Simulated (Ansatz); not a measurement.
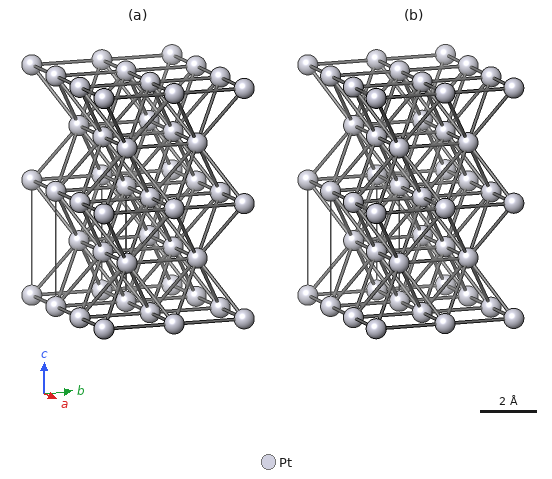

The structure of crystalline Pt (set up in I4/mmm) before (left) and after (right) a relaxation, at one scale.

A ball-and-stick model of the reduced cell, repeated 3 × 2 × 2 with one cell outlined, seen slightly off an axis. Lengths and directions refer to the drawn axes.

Case: film's bulk on the substrate's plane, third vector and atoms relaxed.

Method: DFT r2SCAN, scalar-relativistic, plane waves, PAW (Ansatz 0.2.0).

The input:
```yaml
crystal:
  lattice:
    - [4.1772297069, 0.0, 0.0]
    - [0.0, 4.1772297069, 0.0]
    - [-2.0886148535, 0.0, 1.8367440195]
  atoms:
    - { symbol: Pt, position: [0.0, 0.0, 0.0] }
    - { symbol: Pt, position: [0.5, 0.5, 0.0] }
basis:
  ecutwfc: 500
kpoints:
  mp_grid: { grid: [8, 8, 19] }
hamiltonian:
  xc: r2scan
scf:
  occupations: { method: gaussian, width: 0.1 }
output:
  forces: true
  stress: true
  eigenvalues: true
relax:
  adjacent_minimum: "off"
  f_tol: 0.01
  max_steps: 50
  cell: { fix: [a, b, gamma], stress_tol: 0.1 }
```

Command:
```bash
ansatz run input.yaml --threads 8 --pin off --max-ram 20480MiB --backend cpu --events-out ev --progress --plain --runs-dir out
```

**Summarise the run.**

No atom moves by more than 0.005 Å relative to the cell. The drawn cell changes as follows: a 2.781 → 2.749 Å (−1.1 %), b 2.781 → 2.748 Å (−1.2 %), c unchanged at 4.177 Å, γ 97.3° → 98.9°; the volume changes by −2.7 %. Among the contacts that change: Pt1–Pt1 2.781 → 2.749 Å. The space group stays I4/mmm (No. 139). The energy falls by 10.4 meV per atom in 3 accepted moves (4 points after the start). All forces vanish by symmetry, so only the cell relaxes. Pressure: −10.06 GPa at the start and −3.40 GPa at the end. At 1 point the geometry stayed and the basis and grid were re-selected for the new cell (energy shift of 0.2 meV per atom at most each time).
